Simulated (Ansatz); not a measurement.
# BLYP/6-31G(d) (spherical functions) run of C5H6 (cyclopentadiene)

What is the energy change on altering one bond length of C5H6 (cyclopentadiene) at BLYP/6-31G* (spherical functions)? 

The calculation is run with Ansatz 0.2.0.

35 further runs of the same task are left out: 35 set aside as unsound or not needed.

### Step 1. The structure to begin with

The species is C5H6 (11 atoms), meant as a singlet with charge 0. SMILES: `C1=CCC=C1`. The coordinates come from a PBE0-D4/def2-TZVP relaxation.

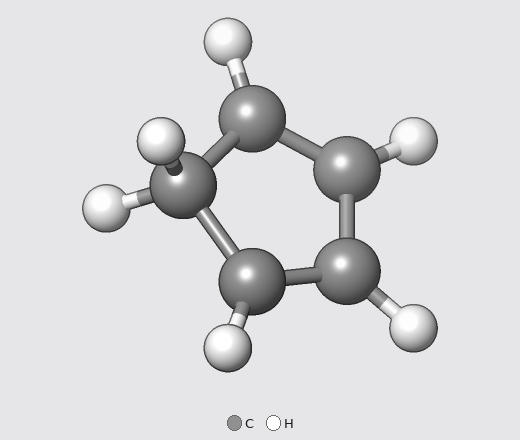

Viewed from a chosen angle; carbon grey, hydrogen white.

### Step 2. The energy at BLYP/6-31G(d) (spherical functions)

File molecule.yaml:

```yaml
crystal:
  periodic: [false, false, false]
  atoms:
    - symbol: C
      position_ang: [-1.190900, 0.435600, -0.253200]
    - symbol: C
      position_ang: [-0.728000, 0.015400, 0.934400]
    - symbol: C
      position_ang: [0.696000, -0.404800, 0.781800]
    - symbol: C
      position_ang: [0.975900, -0.162000, -0.664000]
    - symbol: C
      position_ang: [-0.129400, 0.325400, -1.248800]
    - symbol: H
      position_ang: [-2.189500, 0.800700, -0.455900]
    - symbol: H
      position_ang: [-1.275300, -0.023600, 1.866100]
    - symbol: H
      position_ang: [0.845500, -1.456900, 1.058000]
    - symbol: H
      position_ang: [1.366100, 0.173100, 1.432000]
    - symbol: H
      position_ang: [1.927600, -0.357200, -1.138600]
    - symbol: H
      position_ang: [-0.232600, 0.597500, -2.291400]
basis:
  gaussian:
    orbitals: 6-31G_st_-spherical.json
hamiltonian:
  xc: {name: BLYP}
output:
  orbitals: {seedname: orbitals}
accuracy: high
```

The basis set 6-31G* is read from a file made from the Basis Set Exchange's data (not shown).

Run with:

```
$ ansatz run molecule.yaml --threads 1 --pin off --max-ram 3480MiB --events-out events.jsonl --progress --plain --runs-dir runs
```

Log:

```text
Warning: RAYON_NUM_THREADS=1 ignored (pool sized by the plan → 1); use --threads N
Functional definition: BLYP
  name "BLYP"
  parameter beta = 0.0042
  parameter a = 0.04918
  parameter b = 0.132
  parameter c = 0.2533
  parameter d = 0.349
  exchange = b88_x(beta = beta)
  correlation = lyp_c(a = a, b = b, c = c, d = d)
2078 factors; integrals over basis functions are off by at most 3.1e-9 eV
mean field evaluation 1: about -5269.0313 eV, gradient 6.0e1 eV
mean field evaluation 2: about -5257.7439 eV, gradient 9.0e1 eV
mean field evaluation 4: about -5278.6758 eV, gradient 5.0e0 eV
mean field evaluation 8: about -5278.7325 eV, gradient 2.6e-1 eV
mean field evaluation 16: about -5278.7327 eV, gradient 6.7e-6 eV
mean field -5278.73265408 eV, -193.9898469839 hartree, gradient 2.9e-8 eV, S^2 0.000000; 0 other end points of the search recorded, 0 dependent functions left out
reference -5278.73270394 eV, -193.9898488161 hartree; 18, 18 occupied and 64, 64 virtual orbitals, 2078 factors
Total energy: -5278.73270394 eV, -193.9898488161 hartree
```

It took 3.3 s on 1 thread of Intel Xeon 6975P-C (Granite Rapids), shared host; peak memory 0.24 GiB.

### Step 3. The distorted shape at the same level

File run.yaml:

```yaml
basis:
  gaussian:
    orbitals: 6-31G_st_-spherical.json
crystal:
  periodic: [false, false, false]
  atoms:
    - symbol: C
      position_ang: [-1.175422, 0.394790, -0.096830]
    - symbol: C
      position_ang: [-0.712522, -0.025410, 1.090770]
    - symbol: C
      position_ang: [0.711478, -0.445610, 0.938170]
    - symbol: C
      position_ang: [0.991378, -0.202810, -0.507630]
    - symbol: C
      position_ang: [-0.113922, 0.284590, -1.092430]
    - symbol: H
      position_ang: [-2.174022, 0.759890, -0.299530]
    - symbol: H
      position_ang: [-1.259822, -0.064410, 2.022470]
    - symbol: H
      position_ang: [0.860978, -1.497710, 1.214370]
    - symbol: H
      position_ang: [1.381578, 0.132290, 1.588370]
    - symbol: H
      position_ang: [1.943078, -0.398010, -0.982230]
    - symbol: H
      position_ang: [-0.232600, 0.597500, -2.291400]
hamiltonian:
  xc: {name: BLYP}
accuracy: high
output: {orbitals: {seedname: orbitals}}
```

The basis set 6-31G* is read from a file made from the Basis Set Exchange's data (not shown).

Run with:

```
$ ansatz run run.yaml --threads 1 --pin off --max-ram 3480MiB --events-out events.jsonl --progress --plain --runs-dir runs
```

Log:

```text
Warning: RAYON_NUM_THREADS=1 ignored (pool sized by the plan → 1); use --threads N
Functional definition: BLYP
  name "BLYP"
  parameter beta = 0.0042
  parameter a = 0.04918
  parameter b = 0.132
  parameter c = 0.2533
  parameter d = 0.349
  exchange = b88_x(beta = beta)
  correlation = lyp_c(a = a, b = b, c = c, d = d)
2077 factors; integrals over basis functions are off by at most 3.2e-9 eV
mean field evaluation 1: about -5268.5710 eV, gradient 6.0e1 eV
mean field evaluation 2: about -5255.2825 eV, gradient 9.4e1 eV
mean field evaluation 4: about -5278.3998 eV, gradient 4.5e0 eV
mean field evaluation 8: about -5278.4435 eV, gradient 4.0e-1 eV
mean field evaluation 16: about -5278.4439 eV, gradient 3.2e-5 eV
mean field -5278.44385855 eV, -193.9792339440 hartree, gradient 2.4e-8 eV, S^2 0.000000; 0 other end points of the search recorded, 0 dependent functions left out
reference -5278.44390935 eV, -193.9792358109 hartree; 18, 18 occupied and 64, 64 virtual orbitals, 2077 factors
Total energy: -5278.44390935 eV, -193.9792358109 hartree
```

Run time: 3.6 s. Hardware: 1 thread of Intel Xeon 6975P-C (Granite Rapids), shared host; peak memory 0.24 GiB.

### Step 4. Outcome

At BLYP/6-31G* (spherical functions):

| quantity | value |
| --- | --- |
| first shape: total energy | -193.98985 Eh |
| first shape: HOMO energy | -4.72 eV |
| first shape: LUMO energy | -0.81 eV |
| first shape: HOMO–LUMO gap | 3.91 eV |
| distorted shape: total energy | -193.97924 Eh |
| distorted shape: HOMO energy | -4.75 eV |
| distorted shape: LUMO energy | -0.84 eV |
| distorted shape: HOMO–LUMO gap | 3.91 eV |
| energy change with the C5–H11 bond stretched from 1.082 to 1.245 Å | 0.289 eV |

In words: With the C5–H11 bond stretched from 1.082 to 1.245 Å the energy rises by 0.29 eV (6.7 kcal/mol). The first shape isn't relaxed at this level, so the change isn't measured from a minimum.
